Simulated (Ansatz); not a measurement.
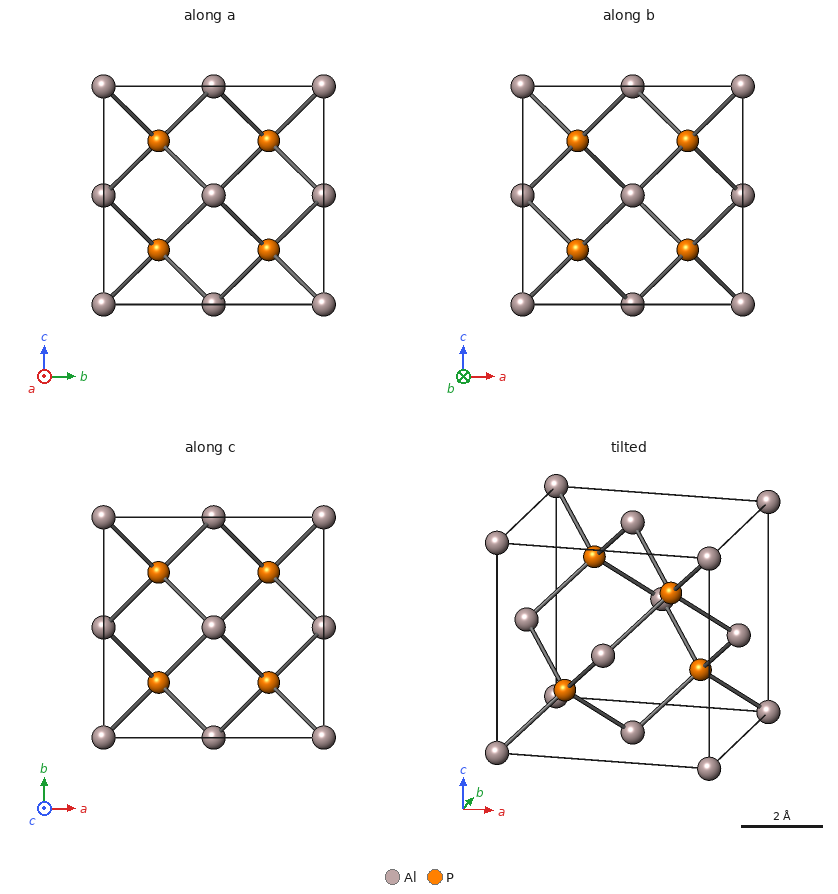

A ball-and-stick rendering, viewed along the a axis, along the b axis, along the c axis and slightly off an axis. The drawn cell (a repeat of the simulation cell) is drawn as a box.

Lattice parameters: a = 5.479 Å, b = 5.479 Å, c = 5.424 Å, α = 90.00°, β = 90.00°, γ = 90.00°. Put a along x and b in the xy plane.

From the views, write a POSCAR file.

```
Al P
1.0
     5.479    0.000    0.000
     0.000    5.479    0.000
     0.000    0.000    5.424
Al P
4 4
Direct
  0.0000 0.0000 0.0000
  0.5000 0.5000 0.0000
  0.5000 0.0000 0.5000
  0.0000 0.5000 0.5000
  0.2500 0.2500 0.2500
  0.7500 0.7500 0.2500
  0.7500 0.2500 0.7500
  0.2500 0.7500 0.7500
```

Starting structure: a structure type filled with these elements by a generator (whether the compound takes this form wasn't checked). Earlier steps of the study may have refined or changed the cell and positions. Ansatz was used for an electronic-structure calculation on it.
